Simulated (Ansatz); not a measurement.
Lu, as given below.

```cif
data_structure
_symmetry_space_group_name_H-M 'Fm-3m'
_symmetry_Int_Tables_number 225
_cell_length_a 4.9153
_cell_length_b 4.9153
_cell_length_c 4.9153
_cell_angle_alpha 90.000
_cell_angle_beta 90.000
_cell_angle_gamma 90.000
_cell_volume 118.76
loop_
_atom_site_label
_atom_site_type_symbol
_atom_site_symmetry_multiplicity
_atom_site_Wyckoff_symbol
_atom_site_fract_x
_atom_site_fract_y
_atom_site_fract_z
_atom_site_occupancy
Lu1 Lu 4 a 0.00000 0.00000 0.00000 1
```

Structure used: the input geometry of an electronic-structure calculation (not necessarily at equilibrium); the starting structure was generated, so it need not be a known form of this composition.

Question: Predict the first 4 clear peaks of the X-ray G(r) with σ = 0.10 Å, and name the atom pairs.

Answer: 1. 3.48 Å: Lu–Lu at 3.48 Å
2. 4.92 Å: Lu–Lu at 4.92 Å
3. 6.02 Å: Lu–Lu at 6.02 Å
4. 6.95 Å: Lu–Lu at 6.95 Å

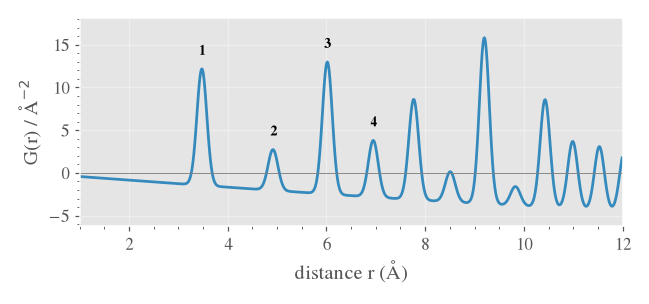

Computed X-ray G(r), with each pair weighted by the product of the atomic numbers (X-ray weights at Q = 0) and a uniform peak width σ = 0.10 Å, damped by exp(−(Q_damp r)²/2) with Q_damp = 0.040 Å⁻¹. No termination ripples are included.
